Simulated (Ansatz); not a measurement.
**Geometry relaxation of ZnSiP2 (part 2 of 2)**

The same run, continued: ZnSiP2 (8 atoms in the cell); DFT r2SCAN, scalar-relativistic, plane waves, PAW, no spin polarisation (Ansatz 0.2.0); cutoff 500 eV, 8×8×8 k-mesh, Gaussian smearing of 0.02 eV. The structure derives from a Materials Project entry.

Geometry of the input (Å; fractional positions):
```
-2.6867  2.6867  5.2300
2.6867  -2.6867  5.2300
2.6867  2.6867  -5.2300
Zn 0.0000  0.0000  0.0000
Zn 0.7500  0.2500  0.5000
Si 0.5000  0.5000  0.0000
Si 0.2500  0.7500  0.5000
P  0.3750  0.3923  0.5173
P  0.8750  0.8577  0.4827
P  0.6077  0.1250  0.9827
P  0.1423  0.6250  0.0173
```

```
basis re-selected at this cell: Δ(F+E_penalty+E_count) = -4.413e-5 eV, ΔP = +0.000 GPa vs the last step (what re-selecting the basis moved, of the pressure what is left beyond the Pulay correction that the steps carried, after the strain that the cell walked since its last selection, with what the two solves' SCF thresholds leave and, on support functions, any second-order correction that the steps lacked; it is no measure of the basis error at this ecutwfc). This SCF's stress stands 1.02e-2 GPa from its target on what of the cell is left free (relax.cell.stress_tol is 5.00e-2 GPa) and its largest allowed force component is 1.02e-3 eV/Å (relax.f_tol is 5.00e-3 eV/Å): within both
SCF converged after 6 iterations
Free energy (F): -10969.365790 eV
Harris-Foulkes:  -10969.365790 eV  (|F-HF|=3.09e-11)
Internal energy: -10969.365790 eV  (E = F + TS)
E sigma→0 (E₀):  -10969.365790 eV
Fermi energy:    7.483095 eV
--- Per-component energies (eV) ---
  E_band       = 35.643250
  E_kinetic    = 626.652975
  E_local      = -4497.597296  (includes V_loc(G=0)·N_el)
  E_nonlocal   = 1410.689755
  E_hartree    = 1895.728661
  E_xc         = -588.322888
  E_vxc        = -472.792670  (∫ρ·V_xc dr)
  E_paw        = -7035.028083  (= ΣΔE_a)
  E_vpaw       = -844.792638  (= ΣTr[D̂ρ^β])
  E_aug_tail   = -0.000085  (compensation charges beyond the density's cutoff)
  E_vtau       = 22.025799  (kinetic-family band-sum trace: ∫τ·v_τ [+ j·A + Jᵃ·Aᵃ] dr)
  E_ewald      = -2780.607357
  E_core_change = -0.881472  (= ΣΔE_core)
  E_smearing   = -0.000000  (= −TS)
  E_closure    = 0.000000  (closes the sum)
  Σ components = -10969.365790   (vs F -10969.365790, Δ=0.00e0)
--- Forces (eV/Å), atoms counted from 1 ---
  atom   1  Zn    -0.00000000     0.00000000    -0.00000000
  atom   2  Zn    -0.00000000    -0.00000000    -0.00000000
  atom   3  Si     0.00000000    -0.00000000     0.00000000
  atom   4  Si     0.00000000     0.00000000     0.00000000
  atom   5  P     -0.00101525     0.00000000    -0.00000000
  atom   6  P      0.00101525     0.00000000    -0.00000000
  atom   7  P      0.00000000     0.00101525     0.00000000
  atom   8  P      0.00000000    -0.00101525    -0.00000000
  max |Σ_I F_I| component: 1.60e-17 eV/Å
--- Stress (GPa, compression-positive) ---
       -0.003136      -0.000000      -0.000000
        0.000000      -0.003136      -0.000000
        0.000000      -0.000000      -0.010245
  P = ⅓ Tr σ = -0.0055 GPa (-0.055 kbar)
--- Band table (eV; the first three rows and the last of 59) ---
  k-point 0: bands = ["-6.9340", "-3.8598", "-3.8509", "-3.8509", "-2.2255", "-0.2694", "-0.2009", "-0.2009", "-0.1896", "-0.0514", "-0.0368", "-0.0215", "0.0898", "0.0913", "0.0913", "0.2703", "1.8114", "2.1731", "2.1731", "2.5074", "3.0672", "4.2645", "4.2645", "6.5760", "6.5760", "6.7049", "8.2613", "8.8755", "9.8727", "10.3020", "10.3020", "10.4621", "11.8548", "11.8548"]
  k-point 1: bands = ["-6.8193", "-4.0953", "-3.9770", "-3.8650", "-2.0142", "-0.3447", "-0.2572", "-0.2042", "-0.1686", "-0.0913", "-0.0750", "-0.0028", "0.0375", "0.1087", "0.1373", "0.3667", "1.7067", "2.2710", "2.2727", "2.8475", "3.0938", "4.1518", "4.4734", "5.6977", "6.3033", "6.5291", "8.5886", "9.6903", "10.0221", "10.3138", "10.6294", "11.0446", "11.4228", "11.4751"]
  k-point 2: bands = ["-6.4925", "-4.5573", "-4.2299", "-3.9410", "-1.5928", "-0.5087", "-0.2503", "-0.2082", "-0.1374", "-0.1326", "-0.1250", "-0.0189", "0.0250", "0.0914", "0.1580", "0.2650", "1.4385", "2.0634", "3.0251", "3.2948", "3.6086", "4.1423", "4.6438", "5.0957", "5.5360", "6.3872", "9.0112", "9.9665", "10.1529", "10.8390", "11.0050", "11.1980", "11.8575", "11.9083"]
  k-point 58: bands = ["-5.9010", "-5.9010", "-3.8988", "-3.8988", "-0.8876", "-0.8876", "-0.2126", "-0.2126", "-0.1515", "-0.1515", "-0.0710", "-0.0710", "0.0250", "0.0250", "0.2808", "0.2808", "2.7251", "2.7251", "2.8972", "2.8972", "4.4745", "4.4745", "4.7477", "4.7477", "5.5324", "5.5324", "8.4794", "8.4794", "8.6841", "8.6841", "9.5588", "9.5588", "10.9501", "10.9501"]
--- Relaxed structure (3 steps of the walk, 3 accepted, 1 SCFs on fresh bases) ---
  F+E_penalty+E_count = -10969.36579023 eV   max|allowed force component| = 1.015e-3 eV/Å   (the final SCF, on the basis selected at the relaxed cell)
  cell:  # Å, volume = 151.3338 Å³
    - [-2.688615092868679, 2.688615092868679, 5.233820218365491]
    - [2.688615092868679, -2.688615092868679, 5.233820218365491]
    - [2.688615092868679, 2.688615092868679, -5.233820218365491]
  atoms:
    - { symbol: Zn, position: [-5.044296285669564e-21, 5.044296285669431e-21, -1.211229379087285e-34] }
    - { symbol: Zn, position: [0.7500000000000001, 0.24999999999999997, 0.5000000000000001] }
    - { symbol: Si, position: [0.5, 0.5, -3.3327615834513495e-34] }
    - { symbol: Si, position: [0.24999999999999997, 0.7500000000000001, 0.5000000000000001] }
    - { symbol: P, position: [0.37500000000000006, 0.3918353839089228, 0.5168353839089228] }
    - { symbol: P, position: [0.8750000000000001, 0.8581646160910772, 0.4831646160910771] }
    - { symbol: P, position: [0.6081646160910772, 0.12499999999999992, 0.9831646160910772] }
    - { symbol: P, position: [0.1418353839089228, 0.625, 0.016835383908922807] }
```

### Trajectory as extended XYZ (Å, eV, eV/Å), 4 frames, from step=1 to step=4
```
8
Lattice="-2.6867 2.6867 5.2300 2.6867 -2.6867 5.2300 2.6867 2.6867 -5.2300" Properties=species:S:1:pos:R:3:forces:R:3 step=1 energy=-10969.36537 pressure_GPa=0.23
Zn    0.0000    0.0000    0.0000    0.0000   0.0000   0.0000
Zn    0.0000    2.6867    2.6150    0.0000   0.0000   0.0000
Si    0.0000    0.0000    5.2300    0.0000   0.0000   0.0000
Si    2.6867    0.0000    2.6150    0.0000   0.0000   0.0000
P     1.4363    1.3434    1.3075   -0.0387   0.0000   0.0000
P     1.2504    1.3434    6.5375    0.0387   0.0000   0.0000
P     1.3434    3.9371   -1.3075    0.0000   0.0387   0.0000
P     1.3434   -1.2504    3.9225    0.0000  -0.0387   0.0000
8
Lattice="-2.6885 2.6885 5.2309 2.6885 -2.6885 5.2309 2.6885 2.6885 -5.2309" Properties=species:S:1:pos:R:3:forces:R:3 step=2 energy=-10969.36572 pressure_GPa=0.07
Zn    0.0000    0.0000    0.0000    0.0000   0.0000   0.0000
Zn    0.0000    2.6885    2.6154    0.0000   0.0000   0.0000
Si    0.0000    0.0000    5.2309    0.0000   0.0000   0.0000
Si    2.6885    0.0000    2.6154    0.0000   0.0000   0.0000
P     1.4355    1.3442    1.3077   -0.0119   0.0000   0.0000
P     1.2529    1.3442    6.5386    0.0119   0.0000   0.0000
P     1.3442    3.9414   -1.3077    0.0000   0.0119   0.0000
P     1.3442   -1.2529    3.9232    0.0000  -0.0119   0.0000
8
Lattice="-2.6886 2.6886 5.2338 2.6886 -2.6886 5.2338 2.6886 2.6886 -5.2338" Properties=species:S:1:pos:R:3:forces:R:3 step=3 energy=-10969.36575 pressure_GPa=-0.01
Zn    0.0000    0.0000    0.0000    0.0000   0.0000   0.0000
Zn    0.0000    2.6886    2.6169    0.0000   0.0000   0.0000
Si    0.0000    0.0000    5.2338    0.0000   0.0000   0.0000
Si    2.6886    0.0000    2.6169    0.0000   0.0000   0.0000
P     1.4348    1.3443    1.3085   -0.0010   0.0000   0.0000
P     1.2538    1.3443    6.5423    0.0010   0.0000   0.0000
P     1.3443    3.9424   -1.3085    0.0000   0.0010   0.0000
P     1.3443   -1.2538    3.9254    0.0000  -0.0010   0.0000
8
Lattice="-2.6886 2.6886 5.2338 2.6886 -2.6886 5.2338 2.6886 2.6886 -5.2338" Properties=species:S:1:pos:R:3:forces:R:3 step=4 energy=-10969.36579 pressure_GPa=-0.01
Zn    0.0000    0.0000    0.0000    0.0000   0.0000   0.0000
Zn    0.0000    2.6886    2.6169    0.0000   0.0000   0.0000
Si    0.0000    0.0000    5.2338    0.0000   0.0000   0.0000
Si    2.6886    0.0000    2.6169    0.0000   0.0000   0.0000
P     1.4348    1.3443    1.3085   -0.0010   0.0000   0.0000
P     1.2538    1.3443    6.5423    0.0010   0.0000   0.0000
P     1.3443    3.9424   -1.3085    0.0000   0.0010   0.0000
P     1.3443   -1.2538    3.9254    0.0000  -0.0010   0.0000
```

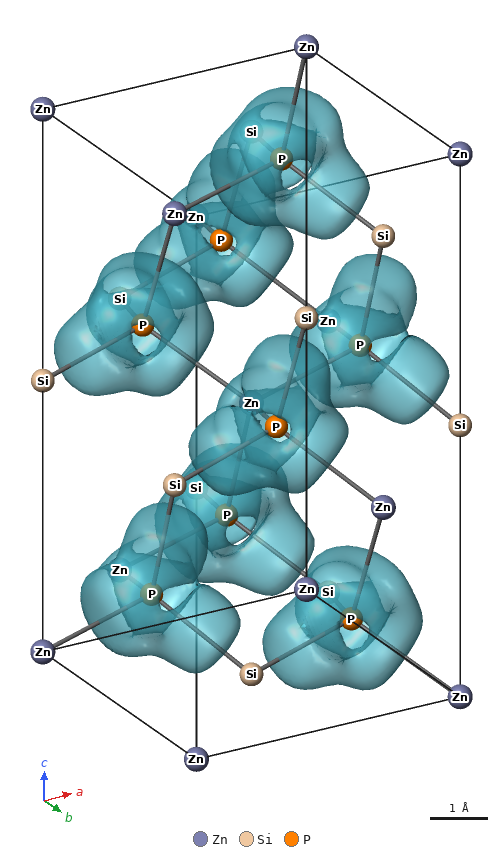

Isosurface of the electron localisation function at 0.7 (cyan), seen at an oblique angle. Only the valence region is drawn (cores and ρ < 0.01 e/Å³ removed). Sticks mark near contacts. The outline is the cell set on symmetry axes. Along the contacts the grid gives the following. Zn–P (2.36 Å): the ELF is about 0.65 at the midpoint. In a PAW calculation such maps are meaningful between the atoms, not at the nuclei.

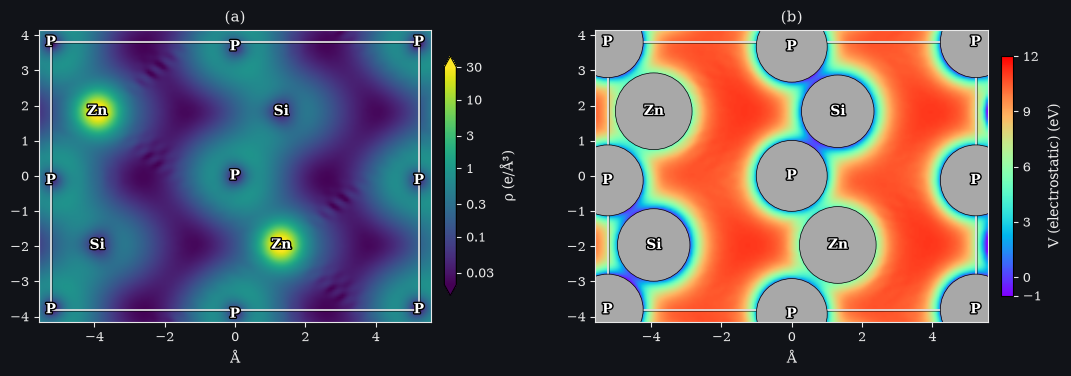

(a) valence pseudo-density; (b) electrostatic potential (local pseudopotential plus Hartree) felt by an electron on the (110) plane of the conventional cell. Grey discs, where drawn, cover atomic cores. The section cuts through Zn, Si and P sites. Si–P (2.26 Å): ρ is about 0.7 e/Å³ halfway. Zn–P (2.36 Å): ρ at the midpoint is about 0.51 e/Å³. Away from the nuclei the density in this plane falls to 0.02 e/Å³ at its lowest. Outside the cores the potential energy rises away from the atoms and is highest about 2.3 Å from the nearest atoms; outside the discs it spans about 12 eV, and its zero is arbitrary.
